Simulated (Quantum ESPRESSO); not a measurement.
# H on fcc sites of Ni(111), stepped through the coverage, part 5 of 10

What law, if any, do the results for H on fcc sites of Ni(111) follow against the coverage?

Quantum ESPRESSO 7.5; plane-wave DFT, PBE, GBRV ultrasoft pseudopotentials.

So far. Step 6 (Ground state, 0 ML): The vacuum levels are read from the outermost 0.7 Å of the cell on either side. Step 6 (Ground state, 0 ML): Inside the slab this potential holds the local part of the pseudopotentials, which can be repulsive at the nuclei; only its value in the vacuum has a meaning of its own.

## (7) Relaxation with pw.x, 0.1667 ML

System of this step: Ni(111), 3 layers, 6 sites a cell, 1 H on fcc sites. The cell holds 19 atoms: 18 Ni and 1 H. Cell: a = 7.462 Å, b = 4.975 Å, c = 18.826 Å, α = 90.0°, β = 90.0°, γ = 60.0°. It derives from Ni. Vacuum lies along c.

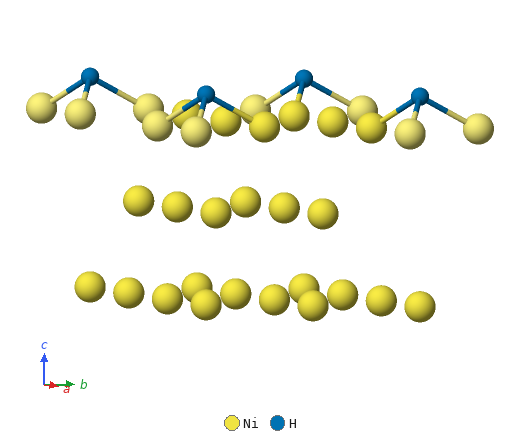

The cell of this step (nickel yellow, hydrogen blue). Some periodic images of atoms are drawn too.

Input file m1.relax.in:

```
&control
  prefix = 'm1.relax'
  outdir = './out'
  pseudo_dir = './pseudo'
  nstep = 70
  forc_conv_thr = 0.0015
  calculation = 'relax'
/
&system
  ibrav = 0
  nat = 19
  ntyp = 2
  ecutwfc = 40
  ecutrho = 200
  occupations = 'smearing'
  smearing = 'mv'
  degauss = 0.02
  nspin = 2
  starting_magnetization(1) = 0.12
/
&electrons
  conv_thr = 1e-07
  mixing_beta = 0.3
  electron_maxstep = 120
  mixing_mode = 'local-TF'
/
&ions
/
ATOMIC_SPECIES
  Ni  58.6934  ni_pbe_v1.4.uspp.F.UPF
  H   1.0080  h_pbe_v1.4.uspp.F.UPF
CELL_PARAMETERS angstrom
  7.46185267399947 0.00000000000000 0.00000000000000
  2.48728422466649 4.30810264998692 0.00000000000000
  0.00000000000000 0.00000000000000 18.82603589454892
ATOMIC_POSITIONS crystal
  Ni  0.000000000000 0.000000000000 0.371566804386 0 0 0
  Ni  0.000000000000 0.500000000000 0.371566804386 0 0 0
  Ni  0.333333333300 0.000000000000 0.371566804386 0 0 0
  Ni  0.333333333300 0.500000000000 0.371566804386 0 0 0
  Ni  0.666666666700 0.000000000000 0.371566804386 0 0 0
  Ni  0.666666666700 0.500000000000 0.371566804386 0 0 0
  Ni  0.111111111100 0.166666666700 0.479441827923 0 0 0
  Ni  0.111111111100 0.666666666700 0.479441827923 0 0 0
  Ni  0.444444444500 0.166666666700 0.479441827923 0 0 0
  Ni  0.444444444500 0.666666666700 0.479441827923 0 0 0
  Ni  0.777777777800 0.166666666700 0.479441827923 0 0 0
  Ni  0.777777777800 0.666666666700 0.479441827923 0 0 0
  Ni  0.888888888900 0.833333333300 0.587316851460
  Ni  0.888888888900 0.333333333300 0.587316851460
  Ni  0.222222222200 0.833333333300 0.587316851460
  Ni  0.222222222200 0.333333333300 0.587316851460
  Ni  0.555555555600 0.833333333300 0.587316851460
  Ni  0.555555555600 0.333333333300 0.587316851460
  H   0.000000000000 0.000000000000 0.628433195614
K_POINTS automatic
  4 5 1 0 0 0
```

On the command line:

```
$ OMP_NUM_THREADS=1 mpirun -n 16 pw.x -nk 1 -in m1.relax.in > m1.relax.out
```

Log:

```text
[banner, memory and clock lines left out]
Program PWSCF v.7.5 starts
[...]
number of electrons       =       325.00
     number of Kohn-Sham states=          196
     kinetic-energy cutoff     =      40.0000  Ry
     charge density cutoff     =     200.0000  Ry
[...]
number of k points=    11  Marzari-Vanderbilt smearing, width (Ry)=  0.0200
[...]
Dense  grid:   194871 G-vectors     FFT dimensions: (  64,  45, 162)
[...]
negative rho (up, down):  5.757E-03 4.476E-03
     Starting wfcs are  235 randomized atomic wfcs
[...]
negative rho (up, down):  6.317E-01 6.594E-01
[...]
estimated scf accuracy    <    3765.33234463 Ry
     total magnetization       =     3.43 Bohr mag/cell
     absolute magnetization    =     3.52 Bohr mag/cell
[...]
negative rho (up, down):  4.741E-01 4.909E-01
[...]
estimated scf accuracy    <     158.07390921 Ry
     total magnetization       =    20.04 Bohr mag/cell
     absolute magnetization    =    21.48 Bohr mag/cell
[...]
negative rho (up, down):  2.067E-01 2.142E-01
[...]
estimated scf accuracy    <      23.89814238 Ry
     total magnetization       =    18.87 Bohr mag/cell
     absolute magnetization    =    21.15 Bohr mag/cell
[...]
negative rho (up, down):  1.269E-01 1.321E-01
[...]
estimated scf accuracy    <      18.81708994 Ry
     total magnetization       =    12.98 Bohr mag/cell
     absolute magnetization    =    15.76 Bohr mag/cell
[...]
negative rho (up, down):  2.456E-02 2.604E-02
[...]
estimated scf accuracy    <       2.90112219 Ry
     total magnetization       =    12.89 Bohr mag/cell
     absolute magnetization    =    15.43 Bohr mag/cell
[...]
estimated scf accuracy    <       1.84533188 Ry
     total magnetization       =    13.47 Bohr mag/cell
     absolute magnetization    =    16.01 Bohr mag/cell
[...]
negative rho (up, down):  1.315E-03 1.297E-03
[...]
estimated scf accuracy    <       1.28131612 Ry
     total magnetization       =    13.27 Bohr mag/cell
     absolute magnetization    =    15.62 Bohr mag/cell
[...]
negative rho (up, down):  1.323E-03 1.296E-03
[...]
estimated scf accuracy    <       0.67910467 Ry
     total magnetization       =    12.53 Bohr mag/cell
     absolute magnetization    =    14.73 Bohr mag/cell
[...]
negative rho (up, down):  6.486E-06 7.263E-06
[...]
estimated scf accuracy    <       0.62757401 Ry
     total magnetization       =    12.39 Bohr mag/cell
     absolute magnetization    =    14.51 Bohr mag/cell
[...]
negative rho (up, down):  5.762E-02 5.808E-02
[...]
estimated scf accuracy    <       0.56883872 Ry
     total magnetization       =    12.25 Bohr mag/cell
     absolute magnetization    =    14.25 Bohr mag/cell
[...]
negative rho (up, down):  1.087E-01 1.099E-01
[...]
estimated scf accuracy    <       0.17554912 Ry
     total magnetization       =    12.45 Bohr mag/cell
     absolute magnetization    =    13.93 Bohr mag/cell
[...]
negative rho (up, down):  2.727E-02 2.489E-02
[...]
estimated scf accuracy    <       0.22903916 Ry
     total magnetization       =    12.90 Bohr mag/cell
     absolute magnetization    =    14.41 Bohr mag/cell
[...]
negative rho (up, down):  7.737E-02 7.291E-02
[...]
estimated scf accuracy    <       0.14182221 Ry
     total magnetization       =    12.41 Bohr mag/cell
     absolute magnetization    =    14.13 Bohr mag/cell
[...]
negative rho (up, down):  1.194E-01 1.127E-01
[...]
estimated scf accuracy    <       0.07071555 Ry
     total magnetization       =    12.58 Bohr mag/cell
     absolute magnetization    =    14.40 Bohr mag/cell
[...]
negative rho (up, down):  1.141E-01 1.081E-01
[...]
estimated scf accuracy    <       0.03604312 Ry
     total magnetization       =    12.60 Bohr mag/cell
     absolute magnetization    =    14.56 Bohr mag/cell
[...]
negative rho (up, down):  4.578E-02 4.328E-02
[...]
estimated scf accuracy    <       0.01521068 Ry
     total magnetization       =    12.66 Bohr mag/cell
     absolute magnetization    =    14.67 Bohr mag/cell
[...]
negative rho (up, down):  3.782E-02 3.584E-02
[...]
estimated scf accuracy    <       0.01062329 Ry
     total magnetization       =    12.64 Bohr mag/cell
     absolute magnetization    =    14.70 Bohr mag/cell
[...]
negative rho (up, down):  3.750E-02 3.556E-02
[...]
estimated scf accuracy    <       0.00610113 Ry
     total magnetization       =    12.64 Bohr mag/cell
     absolute magnetization    =    14.70 Bohr mag/cell
[...]
negative rho (up, down):  2.487E-02 2.361E-02
[...]
estimated scf accuracy    <       0.00241314 Ry
     total magnetization       =    12.63 Bohr mag/cell
     absolute magnetization    =    14.68 Bohr mag/cell
[...]
negative rho (up, down):  1.112E-02 1.059E-02
[...]
estimated scf accuracy    <       0.00185531 Ry
     total magnetization       =    12.63 Bohr mag/cell
     absolute magnetization    =    14.66 Bohr mag/cell
[...]
negative rho (up, down):  8.853E-03 8.417E-03
[...]
estimated scf accuracy    <       0.00079028 Ry
     total magnetization       =    12.62 Bohr mag/cell
     absolute magnetization    =    14.62 Bohr mag/cell
[...]
negative rho (up, down):  2.276E-03 2.389E-03
[...]
estimated scf accuracy    <       0.00047353 Ry
     total magnetization       =    12.62 Bohr mag/cell
     absolute magnetization    =    14.61 Bohr mag/cell
[...]
negative rho (up, down):  1.842E-03 1.990E-03
[...]
estimated scf accuracy    <       0.00008090 Ry
     total magnetization       =    12.64 Bohr mag/cell
     absolute magnetization    =    14.62 Bohr mag/cell
[...]
negative rho (up, down):  1.831E-03 2.016E-03
[...]
estimated scf accuracy    <       0.00006158 Ry
     total magnetization       =    12.64 Bohr mag/cell
     absolute magnetization    =    14.62 Bohr mag/cell
[...]
negative rho (up, down):  2.007E-03 2.214E-03
[...]
estimated scf accuracy    <       0.00002504 Ry
     total magnetization       =    12.64 Bohr mag/cell
     absolute magnetization    =    14.62 Bohr mag/cell
[...]
negative rho (up, down):  2.058E-03 2.313E-03
[...]
estimated scf accuracy    <       0.00001606 Ry
     total magnetization       =    12.64 Bohr mag/cell
     absolute magnetization    =    14.62 Bohr mag/cell
[...]
negative rho (up, down):  1.742E-03 2.023E-03
[...]
estimated scf accuracy    <       0.00000807 Ry
     total magnetization       =    12.64 Bohr mag/cell
     absolute magnetization    =    14.62 Bohr mag/cell
[...]
negative rho (up, down):  1.524E-03 1.818E-03
[...]
estimated scf accuracy    <       0.00000856 Ry
     total magnetization       =    12.64 Bohr mag/cell
     absolute magnetization    =    14.62 Bohr mag/cell
[...]
negative rho (up, down):  1.357E-03 1.665E-03
[...]
estimated scf accuracy    <       0.00000230 Ry
     total magnetization       =    12.64 Bohr mag/cell
     absolute magnetization    =    14.62 Bohr mag/cell
[...]
negative rho (up, down):  1.305E-03 1.618E-03
[...]
estimated scf accuracy    <       0.00000129 Ry
     total magnetization       =    12.64 Bohr mag/cell
     absolute magnetization    =    14.62 Bohr mag/cell
[...]
negative rho (up, down):  1.325E-03 1.643E-03
[...]
estimated scf accuracy    <       0.00000089 Ry
     total magnetization       =    12.64 Bohr mag/cell
     absolute magnetization    =    14.62 Bohr mag/cell
[...]
negative rho (up, down):  1.252E-03 1.572E-03
[...]
estimated scf accuracy    <       0.00000118 Ry
     total magnetization       =    12.64 Bohr mag/cell
     absolute magnetization    =    14.62 Bohr mag/cell
[...]
negative rho (up, down):  1.247E-03 1.568E-03
[...]
estimated scf accuracy    <       0.00000058 Ry
     total magnetization       =    12.64 Bohr mag/cell
     absolute magnetization    =    14.62 Bohr mag/cell
[...]
negative rho (up, down):  1.204E-03 1.522E-03
[...]
estimated scf accuracy    <       0.00000050 Ry
     total magnetization       =    12.64 Bohr mag/cell
     absolute magnetization    =    14.62 Bohr mag/cell
[...]
negative rho (up, down):  1.208E-03 1.526E-03
[...]
estimated scf accuracy    <       0.00000027 Ry
     total magnetization       =    12.64 Bohr mag/cell
     absolute magnetization    =    14.62 Bohr mag/cell
[...]
negative rho (up, down):  1.196E-03 1.514E-03
[...]
estimated scf accuracy    <       0.00000012 Ry
     total magnetization       =    12.64 Bohr mag/cell
     absolute magnetization    =    14.62 Bohr mag/cell
[...]
negative rho (up, down):  1.232E-03 1.554E-03
[...]
the Fermi energy is     2.4952 ev
!    total energy              =   -6179.62665669 Ry
     estimated scf accuracy    <       0.00000007 Ry
     smearing contrib. (-TS)   =      -0.00447480 Ry
     internal energy E=F+TS    =   -6179.62218189 Ry
[...]
one-electron contribution =  -36046.35446515 Ry
     hartree contribution      =   18050.74835731 Ry
     xc contribution           =    -640.14031288 Ry
     ewald contribution        =   12456.12423883 Ry
     total magnetization       =    12.64 Bohr mag/cell
     absolute magnetization    =    14.62 Bohr mag/cell
     convergence has been achieved in  37 iterations
     negative rho (up, down):  1.232E-03 1.554E-03
[...]
Total force =     0.049624     Total SCF correction =     0.000130
[...]
negative rho (up, down):  1.418E-03 1.360E-03
[...]
negative rho (up, down):  1.186E-03 1.310E-03
[...]
estimated scf accuracy    <       0.30708451 Ry
     total magnetization       =    12.59 Bohr mag/cell
     absolute magnetization    =    14.56 Bohr mag/cell
[...]
negative rho (up, down):  1.112E-03 1.272E-03
[...]
estimated scf accuracy    <       0.41368243 Ry
     total magnetization       =    12.69 Bohr mag/cell
     absolute magnetization    =    14.65 Bohr mag/cell
[...]
negative rho (up, down):  1.035E-03 1.225E-03
[...]
estimated scf accuracy    <       0.04054989 Ry
     total magnetization       =    12.63 Bohr mag/cell
     absolute magnetization    =    14.60 Bohr mag/cell
[...]
negative rho (up, down):  7.890E-04 1.043E-03
[...]
estimated scf accuracy    <       0.02116478 Ry
     total magnetization       =    12.63 Bohr mag/cell
     absolute magnetization    =    14.60 Bohr mag/cell
[...]
negative rho (up, down):  7.358E-04 1.000E-03
[...]
estimated scf accuracy    <       0.00313824 Ry
     total magnetization       =    12.65 Bohr mag/cell
     absolute magnetization    =    14.62 Bohr mag/cell
[...]
negative rho (up, down):  6.773E-04 9.393E-04
[...]
estimated scf accuracy    <       0.00022700 Ry
     total magnetization       =    12.65 Bohr mag/cell
     absolute magnetization    =    14.63 Bohr mag/cell
[...]
negative rho (up, down):  6.417E-04 9.004E-04
[...]
estimated scf accuracy    <       0.00040835 Ry
     total magnetization       =    12.65 Bohr mag/cell
     absolute magnetization    =    14.63 Bohr mag/cell
[...]
negative rho (up, down):  5.501E-04 7.969E-04
[...]
estimated scf accuracy    <       0.00033488 Ry
     total magnetization       =    12.65 Bohr mag/cell
     absolute magnetization    =    14.63 Bohr mag/cell
[...]
negative rho (up, down):  5.368E-04 7.877E-04
[...]
estimated scf accuracy    <       0.00005318 Ry
     total magnetization       =    12.65 Bohr mag/cell
     absolute magnetization    =    14.63 Bohr mag/cell
[...]
negative rho (up, down):  5.359E-04 7.957E-04
[...]
estimated scf accuracy    <       0.00004122 Ry
     total magnetization       =    12.65 Bohr mag/cell
     absolute magnetization    =    14.63 Bohr mag/cell
[...]
negative rho (up, down):  5.793E-04 8.544E-04
[...]
estimated scf accuracy    <       0.00002117 Ry
     total magnetization       =    12.66 Bohr mag/cell
     absolute magnetization    =    14.63 Bohr mag/cell
[...]
negative rho (up, down):  6.278E-04 9.118E-04
[...]
estimated scf accuracy    <       0.00001249 Ry
     total magnetization       =    12.65 Bohr mag/cell
     absolute magnetization    =    14.63 Bohr mag/cell
[...]
negative rho (up, down):  6.517E-04 9.386E-04
[...]
estimated scf accuracy    <       0.00000961 Ry
     total magnetization       =    12.65 Bohr mag/cell
     absolute magnetization    =    14.63 Bohr mag/cell
[...]
negative rho (up, down):  7.534E-04 1.051E-03
[...]
estimated scf accuracy    <       0.00000688 Ry
     total magnetization       =    12.66 Bohr mag/cell
     absolute magnetization    =    14.63 Bohr mag/cell
[...]
negative rho (up, down):  8.921E-04 1.199E-03
[...]
estimated scf accuracy    <       0.00000528 Ry
     total magnetization       =    12.65 Bohr mag/cell
     absolute magnetization    =    14.63 Bohr mag/cell
[...]
negative rho (up, down):  9.902E-04 1.303E-03
[...]
estimated scf accuracy    <       0.00000382 Ry
     total magnetization       =    12.66 Bohr mag/cell
     absolute magnetization    =    14.63 Bohr mag/cell
[...]
negative rho (up, down):  1.074E-03 1.391E-03
[...]
estimated scf accuracy    <       0.00000166 Ry
     total magnetization       =    12.66 Bohr mag/cell
     absolute magnetization    =    14.63 Bohr mag/cell
[...]
negative rho (up, down):  1.161E-03 1.482E-03
[...]
estimated scf accuracy    <       0.00000125 Ry
     total magnetization       =    12.66 Bohr mag/cell
     absolute magnetization    =    14.63 Bohr mag/cell
[...]
negative rho (up, down):  1.210E-03 1.532E-03
[...]
estimated scf accuracy    <       0.00000041 Ry
     total magnetization       =    12.66 Bohr mag/cell
     absolute magnetization    =    14.63 Bohr mag/cell
[...]
negative rho (up, down):  1.223E-03 1.546E-03
[...]
estimated scf accuracy    <       0.00000026 Ry
     total magnetization       =    12.66 Bohr mag/cell
     absolute magnetization    =    14.63 Bohr mag/cell
[...]
negative rho (up, down):  1.244E-03 1.567E-03
[...]
estimated scf accuracy    <       0.00000014 Ry
     total magnetization       =    12.66 Bohr mag/cell
     absolute magnetization    =    14.63 Bohr mag/cell
[...]
negative rho (up, down):  1.238E-03 1.560E-03
[...]
```

The job ended after 89 min (16 MPI ranks of Arm Neoverse V2, shared host; peak memory 3 GiB).

The steps of the relaxation:

```csv
step,energy less that of the first step (eV),largest force (eV/Å)
1,0.0000,0.7014
2,-0.0278,0.5363
3,-0.0453,0.3862
4,-0.0578,0.2018
5,-0.0619,0.1763
6,-0.0659,0.1821
7,-0.0689,0.1202
8,-0.0700,0.0496
9,-0.0704,0.0533
10,-0.0708,0.0563
11,-0.0711,0.0483
12,-0.0713,0.0327
```

The atoms that moved most (Å):

```csv
atom,dx,dy,dz,length
H19,-0.002,0.003,0.119,0.120
Ni17,0.001,0.000,-0.044,0.044
Ni16,0.010,-0.005,-0.041,0.042
Ni18,-0.009,0.006,-0.040,0.042
Ni13,-0.009,-0.004,-0.013,0.016
Ni14,0.000,0.011,-0.012,0.016
Ni15,0.008,-0.003,-0.008,0.012
```

The relaxation lowers the energy by 4 meV an atom. On the free atoms the largest force ends at 0.033 eV/Å.

Numbers from this step:

```
free energy            : -84078.1752 eV
Fermi energy           : 2.494 eV
magnetization          : 12.72 μB
absolute magnetization : 14.69 μB
```

(Continued in part 6 of 10.)

[Logs are printed without paths, hosts, clocks, repeated set-up lines and the standing remarks that a program may print on its own settings, such as how far it seeks lower states.]

[Hosts, paths, dates, database ids (printed as entryN), source tags and the programs' standing remarks are cut or masked in the printed files.]

[Maps of the electrostatic potential energy from Ansatz leave out the sawtooth potential of an applied field or a dipole correction, so their vacuum need not be flat; planar profiles and work functions include it.]
